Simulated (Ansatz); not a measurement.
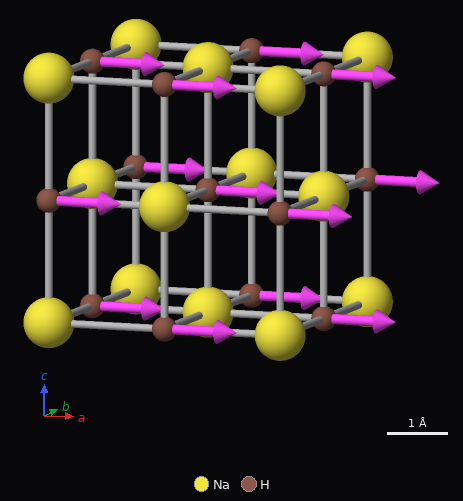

The lowest optical mode of a crystal of NaH relaxed at 25 GPa, space group Fm-3m (No. 225), at the zone centre. The pink arrows are the displacements of the atoms (eigenvector over the root of the mass), of arbitrary overall length and sign. A ball-and-stick model of the conventional cell (4 times the calculation's cell), seen slightly off an axis. Lengths and directions refer to the drawn axes.

Level of theory: Ansatz 0.2.0, DFT PBEsol, scalar-relativistic, plane waves, PAW. (plane-wave cutoff 420 eV; k-point mesh 10 × 10 × 10; occupations fixed; target pressure 25 GPa; no spin polarisation)

Frequencies are those without the non-analytic (LO–TO) term.

> Is this crystal at a minimum with respect to the drawn distortion?

Yes: this softest mode has a real frequency, and so have all others here. That speaks for this wave vector alone: the rest of the zone wasn't checked in this run. This is the T₁u mode (triply degenerate; one member of the set is drawn) at 1011 cm⁻¹, the only optical level, infrared-active by symmetry. The Na atoms hardly move; the H sublattice moves as a whole against them, along a; it stretches the shortest H–Na bonds (2.06 Å); the kinetic energy is shared as H 96 %, Na 4 %. Its infrared intensity is 47 (D/Å)²/amu for the set. The value is the transverse one; the longitudinal partner lies at 1269 cm⁻¹.
